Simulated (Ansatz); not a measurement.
**Zn15Se16 (cell with a defect): density, localisation and related maps**

```
CELL_PARAMETERS angstrom
-5.73176 5.73176 -5.73176
-5.73176 -5.73176 5.73176
5.73176 5.73176 5.73176
ATOMIC_POSITIONS crystal
Zn 0.50023 0.99486 0.49987
Zn 0.50019 0.75029 0.74446
Zn 0.25026 0.25030 0.49984
Zn 0.24493 0.00030 0.74980
Zn 0.25043 0.75045 0.99981
Zn 0.99572 0.50041 0.49996
Zn 0.00018 0.24508 0.74976
Zn 0.99979 0.00004 0.99505
Zn 0.99596 0.75049 0.25021
Zn 0.74996 0.50022 0.74537
Zn 0.75013 0.25025 0.99972
Zn 0.75018 0.99521 0.25004
Zn 0.50470 0.50472 0.00475
Zn 0.50535 0.25540 0.25502
Zn 0.25489 0.50486 0.25456
Se 0.99440 0.99465 0.74428
Se 0.75012 0.24967 0.74896
Se 0.75027 0.99952 0.99937
Se 0.50109 0.50125 0.75055
Se 0.49981 0.25073 0.00028
Se 0.50091 0.00054 0.25075
Se 0.24992 0.75033 0.74899
Se 0.25064 0.50009 0.00039
Se 0.25037 0.25047 0.24917
Se 0.24990 0.99974 0.50012
Se 0.99942 0.75020 0.99941
Se 0.00055 0.50090 0.25067
Se 0.99941 0.24960 0.49965
Se 0.75052 0.75015 0.25511
Se 0.75024 0.50551 0.50003
Se 0.50595 0.74977 0.49954
```

Spin-polarised.

Method: Ansatz, DFT PBE, scalar-relativistic, plane waves, PAW.

Core electrons are frozen (PAW), and the valence fields are smoothed inside the atomic spheres.

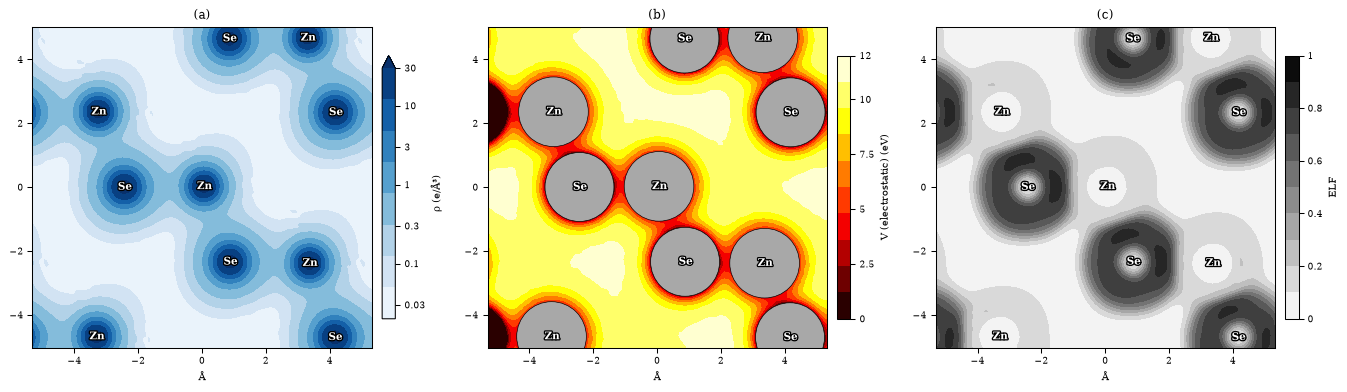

Figure 1. (a) valence electron density; (b) electrostatic potential energy of an electron; (c) electron localisation function on the (010) plane of the calculation cell. Grey discs cover the atomic cores in the potential map.

Q: Interpret the plot.

A: The section cuts through Zn and Se sites.
Zn–Se (2.45 Å): ρ at the midpoint is about 0.45 e/Å³; the ELF is about 0.60 at the midpoint.
Zn–Se (2.49 Å): the density is about 0.43 e/Å³ at the midpoint; the ELF is about 0.60 at the midpoint.
The density dies away to nearly zero in the voids.
Outside the cores the potential energy rises away from the atoms and is highest about 2.4 Å from the nearest atoms; its zero is arbitrary.

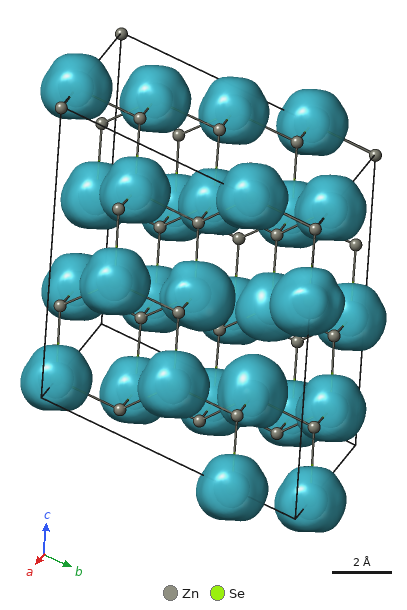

Figure 2. Isosurface of the electron localisation function at 0.7 (cyan), seen slightly off an axis. Core shells and regions of very low density are left out. Sticks mark near contacts.

Q: Where are the electrons localised?

A: At this value the surface marks out 16 regions wrapped around Se (the valence shell of each), counted in one cell of 31 atoms. Any copies at cell faces, edges or corners count once.

Q: Metal or insulator at this level of theory?

A: It is metallic or semimetallic at this level of theory: no gap opens.
